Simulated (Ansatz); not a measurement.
System: Cu, space group Pm-3m (No. 221) (one of a set of cubic test structures, which need not be the stable phase).

Method: equation of state of a cubic crystal from periodic Kohn-Sham density functional theory without spin, third-order Birch-Murnaghan fit to the free energies; pressure corrected for the finite basis (Ansatz 0.2.0 development build). Level: PBE.

structure type simple cubic; atoms in cell 1; space group number 221; lattice centring simple cubic; k mesh 23×23×23; occupation method Fermi–Dirac; occupation width 0.06123 eV; wave cutoff 700 eV; datasets soft-1 PAW; density tolerance 1e−09 eV; bands 14; density cutoff ratio 4; search for lower states default.

What does the calculation give for the energy above the lowest point and pressure against volume? The volume takes the values 13.11, 13.39, 13.67, 13.95, 14.22, 14.50, 14.78 Å³/atom.

A third-order Birch–Murnaghan fit gives V0 = 13.92 Å³/atom, B0 = 103 GPa and B′ = 5.0. The energy above the lowest point is 17.3 meV/atom at volume 13.11 Å³/atom and 15.1 meV/atom at 14.78 Å³/atom; the lowest computed point is at volume 13.95 Å³/atom (0.0 meV/atom), and no other minimum shows. The pressure falls from 7.2 GPa at volume 13.11 Å³/atom to −5.3 GPa at 14.78 Å³/atom, and changes sign near 13.93 Å³/atom.

| volume (Å³/atom) | energy above the lowest point (meV/atom) | pressure (GPa) |
| --- | --- | --- |
| 13.11 | 17.3 | 7.2 |
| 13.39 | 7.2 | 4.5 |
| 13.67 | 1.6 | 2.0 |
| 13.95 | 0.0 | −0.1 |
| 14.22 | 2.0 | −2.1 |
| 14.50 | 7.1 | −3.8 |
| 14.78 | 15.1 | −5.3 |

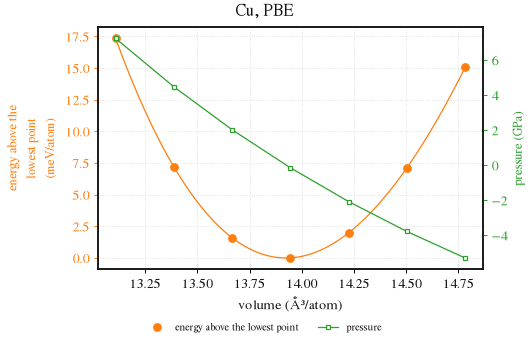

Caveats: cubic model structure, not the ambient form; modest k-mesh, values are not fully converged in k.
